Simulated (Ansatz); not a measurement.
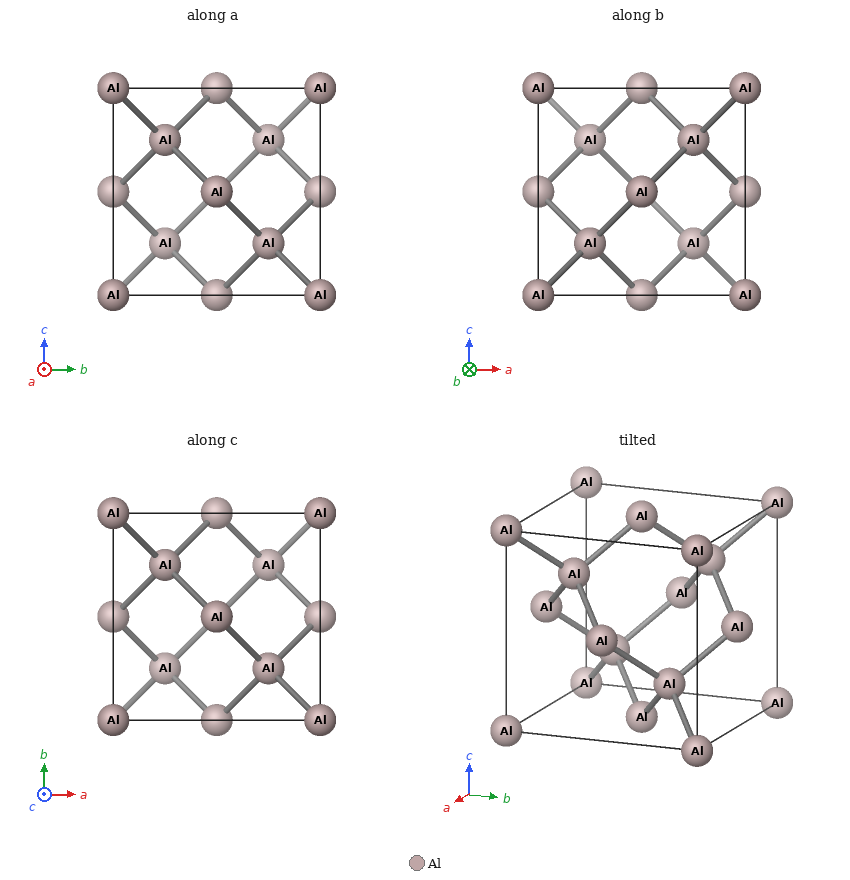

The image is a ball-and-stick drawing of a crystal, viewed along the a axis, along the b axis, along the c axis and slightly off an axis. The outline marks the conventional unit cell.

Lattice parameters: a = 5.869 Å, b = 5.869 Å, c = 5.869 Å, α = 90.00°, β = 90.00°, γ = 90.00°.

Q: Transcribe the picture into a table of Wyckoff sites.

A: Space group Fd-3m:1 (No. 227).
```csv
atom,site,x,y,z
Al,8a,0.2500,0.7500,0.7500
```

Source of the structure: a structure type filled with this element by a generator (whether the element takes this form wasn't checked). Earlier steps of the study may have refined or changed the cell and positions. It was the input of a calculation with Ansatz.
